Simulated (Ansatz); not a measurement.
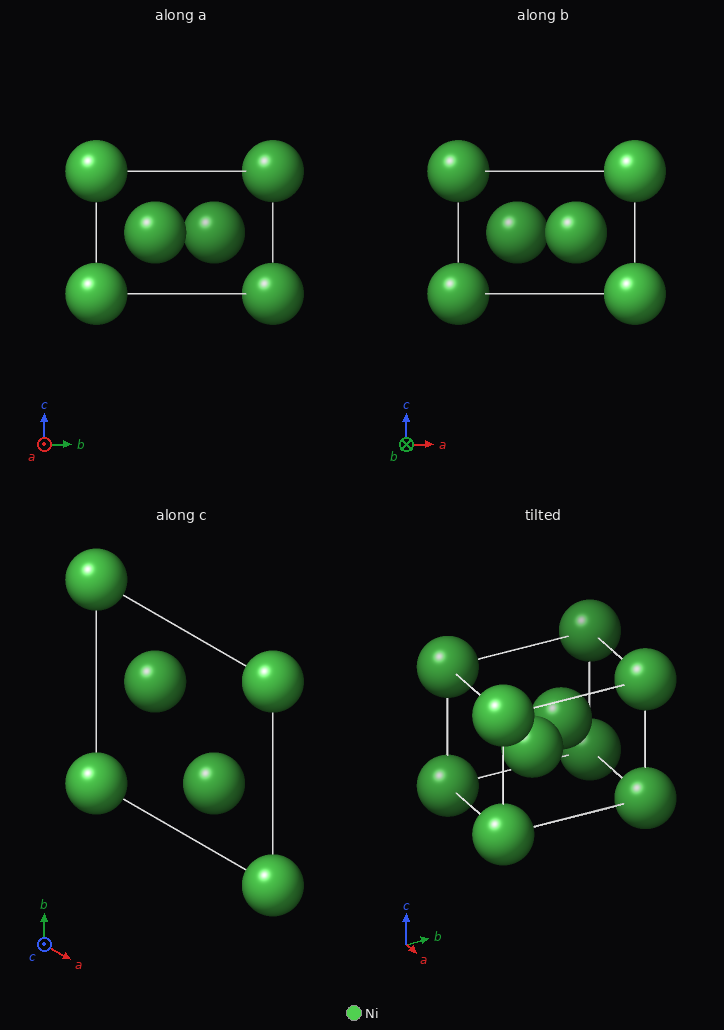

Crystal structure, spheres-only style, seen along the a axis, along the b axis, along the c axis and slightly off an axis. One conventional unit cell is framed, with atoms on its boundary repeated.

Lattice parameters: a = 4.021 Å, b = 4.021 Å, c = 2.420 Å, α = 90.00°, β = 90.00°, γ = 120.00°.

Write down what is shown as a table of Wyckoff sites.

Space group P6/mmm (No. 191).
| atom | site | x | y | z |
| --- | --- | --- | --- | --- |
| Ni | 1a | 0.0000 | 0.0000 | 0.0000 |
| Ni | 2d | 0.3333 | 0.6667 | 0.5000 |

It goes back to a structure type filled with this element by a generator (whether the element takes this form wasn't checked). Earlier steps of the study may have refined or changed the cell and positions. It was run through Ansatz as a DFT input.
